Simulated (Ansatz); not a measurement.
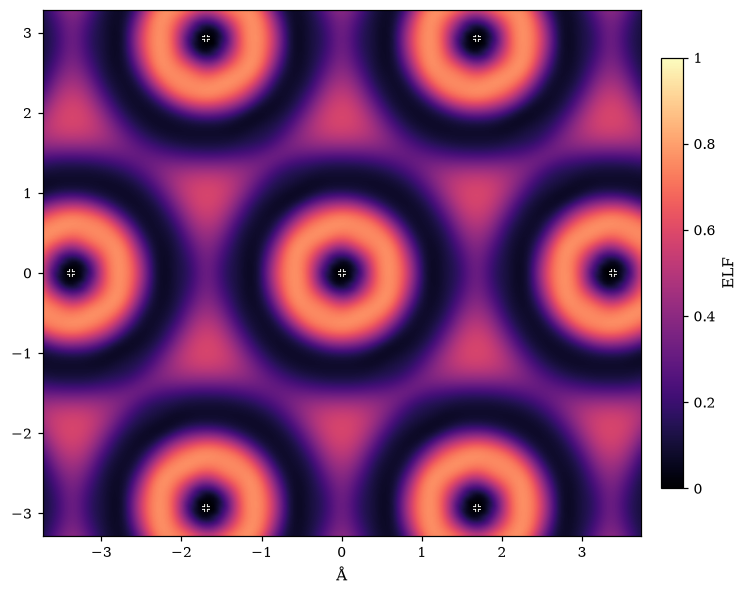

The electron localisation function on a plane through atoms (crosses mark nuclei in the plane).

These are results of DFT, RPBE, plane waves (420 eV) with PAW, scalar-relativistic (Ansatz), not measurements.

Candidates:
A. Sc, a = 3.38 Å, b = 3.38 Å, c = 10.81 Å, α = 90.00°, β = 90.00°, γ = 120.00°. Space group P6₃/mmc; set up as Sc, dhcp; a generated structure, not necessarily the stable one; changed on purpose from its base cell (volume × 1.04).
B. Mn, a = 2.68 Å, b = 2.68 Å, c = 3.62 Å, α = 90.00°, β = 90.00°, γ = 90.00°. Space group I4/mmm; set up as Mn, fcc; a generated structure, not necessarily the stable one; changed on purpose from its base cell (volume × 1.08); computed pressure about −7 GPa in this cell; spin-polarised.

Which candidate gave the map?

Candidate A: Sc on the (001) plane of the conventional cell, which holds Sc. Sc–Sc (3.38 Å): the ELF is about 0.30 at the midpoint.
